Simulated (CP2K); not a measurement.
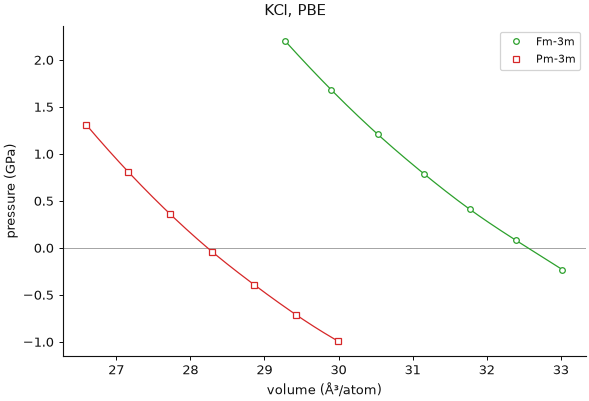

Plotted: pressure against volume, with one curve for each structure, for KCl.

Method: DFT in Gaussian orbitals with a plane-wave density, no spin polarisation; energies at scaled volumes of the given cell, shape and fractions fixed, counted from the fit's minimum, third-order Birch-Murnaghan fit (CP2K 2026.2). Level: PBE.

k mesh 7×7×7; occupations Fermi–Dirac; smearing width 0.05 eV; potentials GTH PBE with UZH TZVP basis; density cutoff 6123 eV.

Q: Order the curves by fitted equilibrium volume, smallest first.

A: Pm-3m 28.241, Fm-3m 32.546 Å³/atom.

Q: Order the curves by fitted bulk modulus, smallest first.

A: Fm-3m 16.2, Pm-3m 19.0 GPa.

The computed values:

Fm-3m:
```csv
volume (Å³/atom),pressure (GPa)
29.28,2.20
29.90,1.68
30.53,1.21
31.15,0.79
31.77,0.41
32.40,0.08
33.02,-0.23
```

Pm-3m:
```csv
volume (Å³/atom),pressure (GPa)
26.60,1.31
27.16,0.81
27.73,0.36
28.29,-0.04
28.86,-0.39
29.43,-0.71
29.99,-0.99
```
